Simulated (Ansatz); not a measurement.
**Geometry relaxation of TiO (part 1 of 2)**

The run: geometry relaxation of TiO (P-62m, 6 atoms in the cell). Method and program: DFT r2SCAN, scalar-relativistic, plane waves, PAW, no spin polarisation (Ansatz 0.2.0).

The structure derives from a Materials Project entry.

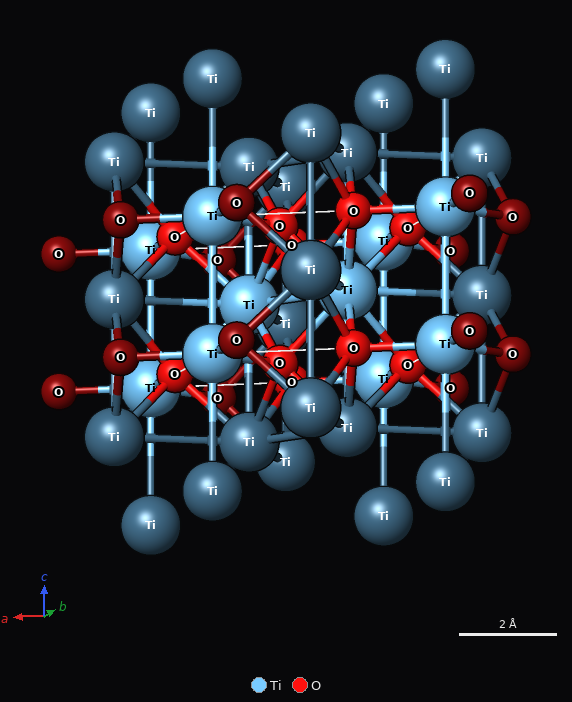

**Figure 1.** The input geometry (ball-and-stick view of the cell of the calculation, seen at an oblique angle; neighbours outside the cell are drawn fainter). An atom can appear more than once, as a periodic image.

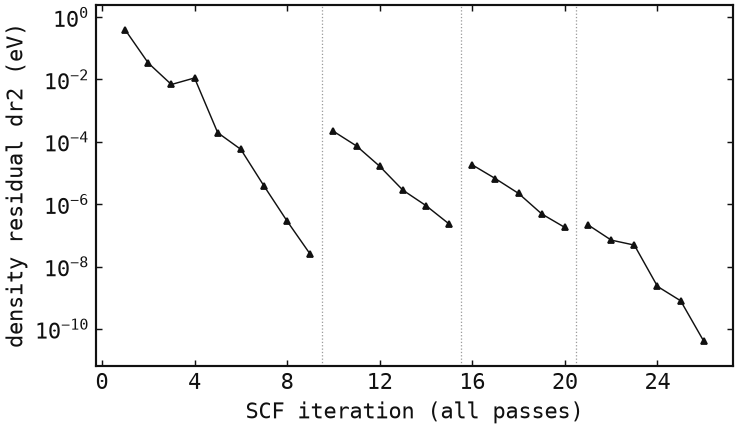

**Figure 2.** Convergence of the self-consistent field: density residual dr2 against the SCF iteration. The dotted lines part the SCF passes of the relaxation: geometry steps, rejected trials and re-solves on a re-selected basis. The passes take 9, 6, 5 and 6 iterations.

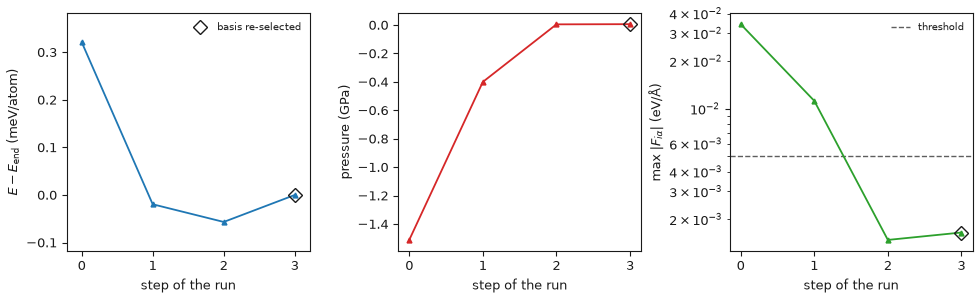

**Figure 3.** Progress of the relaxation, step by step (the first geometry is step 0 here and step 1 in the log). The atoms keep their places relative to the cell (all moves are under 0.005 Å). The volume changes by −0.6 %, with a = b 4.989 → 4.980 Å (−0.2 %), c 2.873 → 2.865 Å (−0.3 %). Among the contacts that change: Ti1–Ti1 2.873 → 2.865 Å, Ti1–Ti2 2.880 → 2.875 Å, Ti3–O4 1.968 → 1.963 Å, Ti1–O4 2.101 → 2.097 Å. The space group stays P-62m (No. 189). The energy falls by 0.4 meV per atom in 2 geometry steps. Largest force component: 0.034 eV/Å at the start, 0.0017 eV/Å at the end. The pressure goes from −1.51 to 0.01 GPa. A last SCF at the same geometry on a re-selected plane-wave basis shifts the energy by +0.1 meV per atom. (Atoms are counted from 1 in the order of the input.)

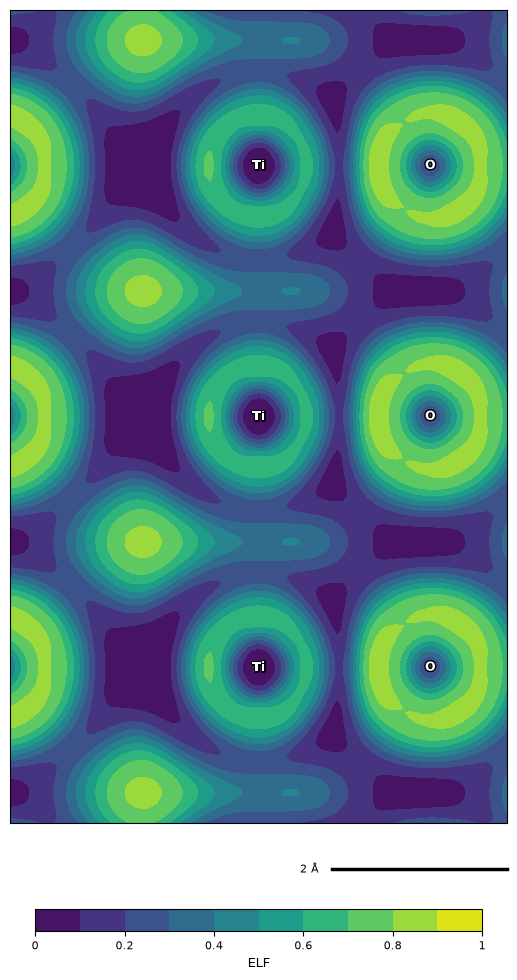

**Figure 4.** ELF on the (100) plane of the conventional cell. Ti–O (1.96 Å): the ELF is about 0.20 at the midpoint (no shared pair; the contact is polar). Ti–Ti (2.87 Å): the ELF is about 0.40 at the midpoint; no localised pair between them.  The strong features right at Ti lie inside the PAW spheres (semicore, d or f shells) and say nothing about bonding. In a PAW calculation such maps are meaningful between the atoms, not at the nuclei.

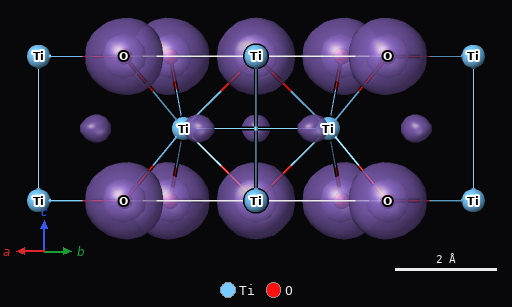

**Figure 5.** Isosurface of the ELF at 0.75 (purple), seen along [110]. Core shells and regions of very low density are left out. Sticks mark near contacts. The outline is the cell set on symmetry axes. Profiles from the grid: Ti–O (1.96 Å): the ELF is about 0.20 at the midpoint (a polar contact without a shared pair, in a metal). Ti–Ti (2.87 Å): the ELF is about 0.10 at the midpoint; no localised pair between them.

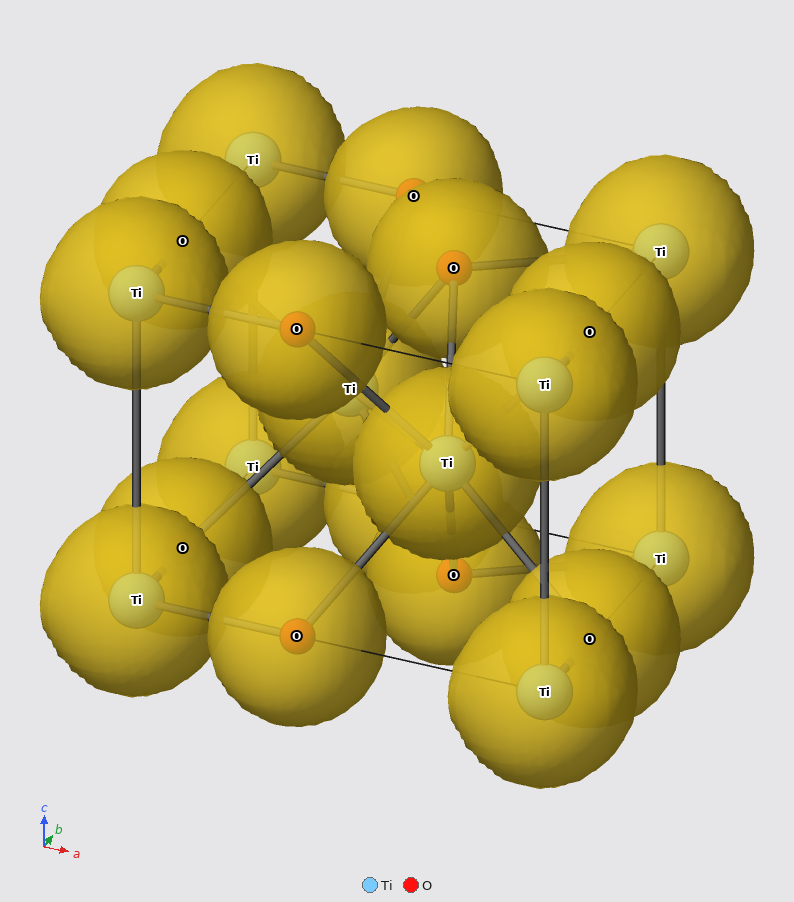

**Figure 6.** Isosurface of the valence charge density (pseudo) at 0.8 e/Å³ (yellow), seen slightly off an axis. Sticks mark near contacts. The outline is the cell set on symmetry axes. At this value the density breaks into separate islands; it holds about 75 % of the electrons treated as valence (semicore included). It is pinched off along the Ti–O (1.96 Å), Ti–Ti (2.87 Å) and Ti–O (2.10 Å) contacts. On the grid the lowest density along these lines, outside the cores, is 0.69 e/Å³ (Ti–O, 1.96 Å), 0.19 e/Å³ (Ti–Ti, 2.87 Å) and 0.47 e/Å³ (Ti–O, 2.10 Å).

The input and output of the run follow.

### Input
```yaml
crystal:
  lattice:
    - [4.989087772, 0.0, 0.0]
    - [-2.494543886, 4.3206767523, 0.0]
    - [0.0, 0.0, 2.87331344]
  atoms:
    - { symbol: Ti, position: [0.66666667, 0.33333333, 0.5] }
    - { symbol: Ti, position: [0.33333333, 0.66666667, 0.5] }
    - { symbol: Ti, position: [0.0, 0.0, 0.0] }
    - { symbol: O, position: [0.60555924, 0.60555924, 0.0] }
    - { symbol: O, position: [0.39444076, 0.0, 0.0] }
    - { symbol: O, position: [0.0, 0.39444076, 0.0] }
basis:
  ecutwfc: 500
kpoints:
  mp_grid: { grid: [12, 12, 12] }
hamiltonian:
  xc: r2scan
scf:
  occupations: { method: gaussian, width: 0.1 }
output:
  forces: true
  stress: true
  eigenvalues: true
  write_density: true
  write_potential: true
  elf: true
  volumetric_format: npy
relax:
  adjacent_minimum: "off"
  f_tol: 0.005
  max_steps: 80
  cell: { stress_tol: 0.05 }
```

Run as:
```bash
ansatz run input.yaml --threads 2 --pin off --max-ram 5120MiB --backend cpu --events-out ev --progress --plain --runs-dir out
```

### What the program printed
```
Engine: ansatz 0.2.0, aarch64-unknown-linux-gnu
Pseudopotentials: kind: paw
Pseudopotential: Ti, paw, valence charge 12, recommended cutoff 500 eV (meta_gga), Ti.paw.azcp
Pseudopotential: O, paw, valence charge 6, recommended cutoff 500 eV (meta_gga), O.paw.azcp
Functional definition: r2SCAN
  parameter k0 = 0.174
  parameter k1 = 0.065
  parameter a1 = 4.9479
  exchange = r2scan_x(k0 = k0, k1 = k1, a1 = a1)
  correlation = r2scan_c
Crystal: 6 atoms, lattice volume = 61.938 Å³
Basis set: ecut = 500 eV, 1565 PW (Γ), exchange–correlation on 160×160×96 points (64 copies of the dense FFT grid, shifted against one another)
Bands: 33, of which v1, the nominal top of the filled ones, is band 27 counted from 1 (26 counted from 0)
Symmetry: 12 space group operations
Space group: P-62m (ITA 189), of the structure as read, at distance tolerance 4.0e-5 Å
k-points: 133 of 1728 (time reversal used)
Non-local potential: Ti, projectors of the file, l = 0: 3, l = 1: 2, l = 2: 3, l = 3: 1
Non-local potential: O, projectors of the file, l = 0: 2, l = 1: 2, l = 2: 1
PAW form: soft (Blöchl's): semilocal exchange-correlation on the pseudo side does not see the compensation charge
PAW frozen core: Ti, regenerated for the run's functional (the file was generated under x = pbe(κ = 0.804, μ = 0.2195149727645171), c = pbe(β = 0.06672455060314922))
PAW frozen core: O, regenerated for the run's functional (the file was generated under x = pbe(κ = 0.804, μ = 0.2195149727645171), c = pbe(β = 0.06672455060314922))
PAW one-centre angular grid: Ti, 590 points (default); XC on 160 Gauss nodes
PAW one-centre angular grid: O, 302 points (default); XC on 160 Gauss nodes
Initial density: superposition of atomic densities (neutral atoms: chi_scale 0, normalization atom), corrected by the library's trained network
Initial wavefunctions: pseudopotential atomic-orbital guess
Functional: x = r2scan, c = r2scan; τ floored in thin density (d = 2e-4 eV/Å³)
SCF iter   1: F=—  HF=-9227.694560 eV  |F-HF|=—  |Δ(HF+E_count)|=         —  Δρ=2.52e-2  dr2=3.95e-1  dr2_τ=3.29e-1  ethr=1.77e-3  ⟨swp⟩=4.8  Hψ=17046  notcnv=0
preconditioner: auto → Kerker (q_TF=auto, 2.667 Å⁻¹)  [metal: Δε(μ)=0.021 eV  Ē_g=10.856 eV  σ=0.100 eV  W_gap=0.12  n_scr=26 (ndim 8)  ℏωp=25.8 eV  f_vac=0.000  D(μ)=0.63/eV (n_scr^D=0)]
SCF iter   2: F=—  HF=-9227.928500 eV  |F-HF|=—  |Δ(HF+E_count)|=   2.34e-1  Δρ=8.81e-3  dr2=3.38e-2  dr2_τ=7.97e-3  ethr=7.31e-4  ⟨swp⟩=2.9  Hψ=9392  notcnv=0  defer=172
SCF iter   3: F=—  HF=-9227.932125 eV  |F-HF|=—  |Δ(HF+E_count)|=   3.62e-3  Δρ=4.69e-3  dr2=6.91e-3  dr2_τ=8.64e-4  ethr=6.25e-5  ⟨swp⟩=2.0  Hψ=5738  notcnv=0  defer=172
SCF iter   4: F=—  HF=-9227.935449 eV  |F-HF|=—  |Δ(HF+E_count)|=   3.32e-3  Δρ=3.16e-3  dr2=1.12e-2  dr2_τ=4.83e-4  ethr=1.28e-5  ⟨swp⟩=2.0  Hψ=7172  notcnv=0  defer=172
SCF iter   5: F=—  HF=-9227.934939 eV  |F-HF|=—  |Δ(HF+E_count)|=   5.10e-4  Δρ=5.60e-4  dr2=1.97e-4  dr2_τ=8.56e-6  ethr=1.28e-5  ⟨swp⟩=2.0  Hψ=4777  notcnv=0  defer=172
SCF iter   6: F=—  HF=-9227.935004 eV  |F-HF|=—  |Δ(HF+E_count)|=   6.50e-5  Δρ=3.10e-4  dr2=5.73e-5  dr2_τ=3.54e-6  ethr=3.64e-7  ⟨swp⟩=2.0  Hψ=6218  notcnv=0  defer=172
SCF iter   7: F=—  HF=-9227.935005 eV  |F-HF|=—  |Δ(HF+E_count)|=   1.43e-6  Δρ=8.01e-5  dr2=3.85e-6  dr2_τ=3.55e-7  ethr=1.06e-7  ⟨swp⟩=2.0  Hψ=6151  notcnv=0  defer=172
SCF iter   8: F=—  HF=-9227.935007 eV  |F-HF|=—  |Δ(HF+E_count)|=   1.23e-6  Δρ=2.04e-5  dr2=2.86e-7  dr2_τ=1.17e-8  ethr=7.14e-9  ⟨swp⟩=2.0  Hψ=5737  notcnv=0  defer=172
SCF iter   9: F=-9227.935007 eV  HF=-9227.935007 eV  |F-HF|=3.81e-9  |Δ(HF+E_count)|=   7.24e-8  Δρ=5.76e-6  dr2=2.47e-8  dr2_τ=6.34e-10  ethr=1.85e-10  ⟨swp⟩=13.5  Hψ=28434  notcnv=0
SCF 1 converged in 9 iterations: F = -9227.935007 eV  dr2 = 2.47e-8
  greatest PAW one-centre occupation: 1.003 electrons in one spin orbital (limit 2), on the Ti atom at site 1 (counted from 0), in its partial waves of l = 1
relax step   1: F+E_penalty+E_count = -9227.93500676 eV  Δ(F+E_penalty+E_count) = +0.000e0 eV  max|allowed force component| = 3.425e-2 eV/Å  Δτ_max = 0.0000 Å  P = -1.512 GPa  Ω = 61.938 Å³  (9 SCF iters, dr2 threshold 1.00e-7 eV, accepted)
Crystal: 6 atoms, lattice volume = 61.649 Å³
Initial density: handed on by an earlier stage of this run
Initial wavefunctions: those handed on with the density
iter 1 solved again at ethr=4.17e-7 eV; its pass at ethr=3.10e-3 eV (dr2=2.25e-4 eV) is discarded
```
